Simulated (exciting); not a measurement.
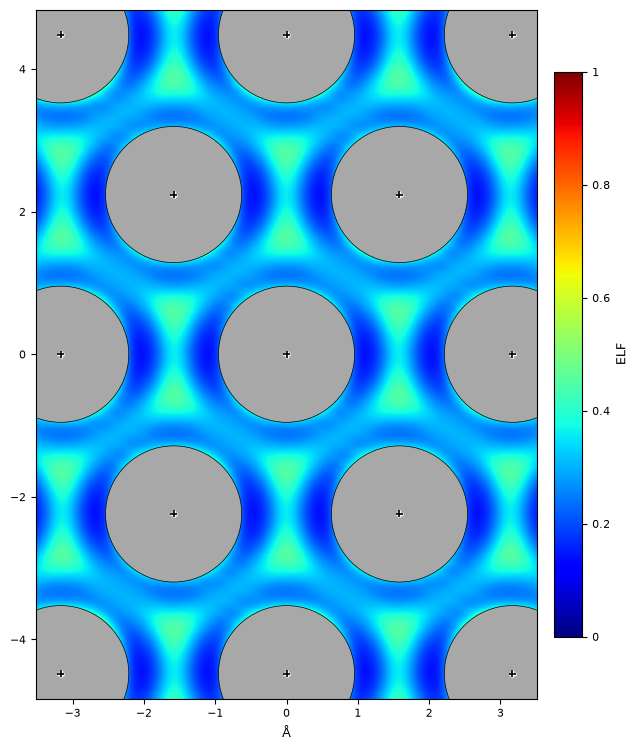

The ELF on a plane through atoms (crosses mark nuclei in the plane; grey discs cover the cores).

Method: exciting sodium, Kohn-Sham DFT of a periodic cell, PBEsol, all-electron LAPW+lo, shipped species files.

Candidates:
A. Mo, a = 3.17 Å, b = 3.17 Å, c = 3.17 Å, α = 90.00°, β = 90.00°, γ = 90.00°. Space group Im-3m; a structure from a database of computed crystals, not necessarily the ambient phase.
B. Cu, a = 2.43 Å, b = 2.44 Å, c = 2.47 Å, α = 108.95°, β = 106.13°, γ = 111.83°. Space group P-1; a structure from a database of computed crystals, not necessarily the ambient phase.

### Which system is this?

Candidate A: Mo on the (011̄) plane of the conventional cell, which holds Mo. Mo–Mo (2.74 Å): the ELF is about 0.30 at the midpoint; no localised pair shows between them.
